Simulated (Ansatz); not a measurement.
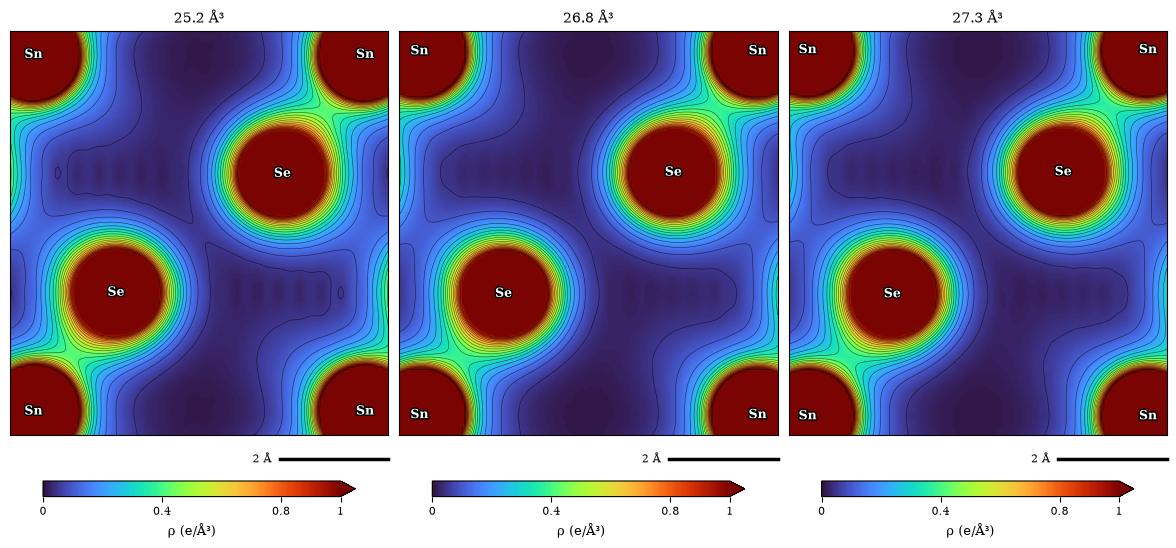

SnSe$_{2}$. The valence electron density of cells scaled evenly to different volumes (given per atom above each panel), on the (110) plane of each (indices in the axes of the cell below), at one length scale and on one colour scale.

The calculation used Kohn-Sham DFT of a periodic cell, PBEsol, spin-orbit coupling, Ansatz PAW (Ansatz 0.2.0).

The density is the valence pseudo-density of a PAW calculation; it isn't the true density close to the nuclei.

The largest cell:

```
CELL_PARAMETERS angstrom
3.88574 0.00000 0.00000
-1.94287 3.36515 0.00000
0.00000 0.00000 6.25634
ATOMIC_POSITIONS crystal
Sn 0.00000 0.00000 0.00000
Se 0.66667 0.33333 0.75100
Se 0.33333 0.66667 0.24900
```

| volume (Å³/atom) | Sn–Se contact in the plane (Å) | ρ at its midpoint (e/Å³) | pressure (GPa) | gap on the mesh (eV) | 
| --- | --- | --- | --- | --- |
| 25.21 | 2.661 | 0.424 | 4.2 | 0.71 | 
| 25.73 | 2.679 | ? | ? | ? | 
| 26.76 | 2.714 | 0.390 | −0.2 | 0.63 | 
| 27.27 | 2.731 | 0.380 | −1.4 | 0.61 | 

### What values belong in the row with question marks?

Over the known rows ln ρ falls by 1.57 per Å of Sn–Se distance (a least-squares line), which gives 0.412 e/Å³ at 2.679 Å; the calculation gives 0.412 e/Å³. For the pressure, a straight line in volume between the neighbouring rows gives 2.7 GPa; the calculation gives 2.5. For the gap on the mesh, a straight line in volume between the neighbouring rows gives 0.68 eV; the calculation gives 0.69.
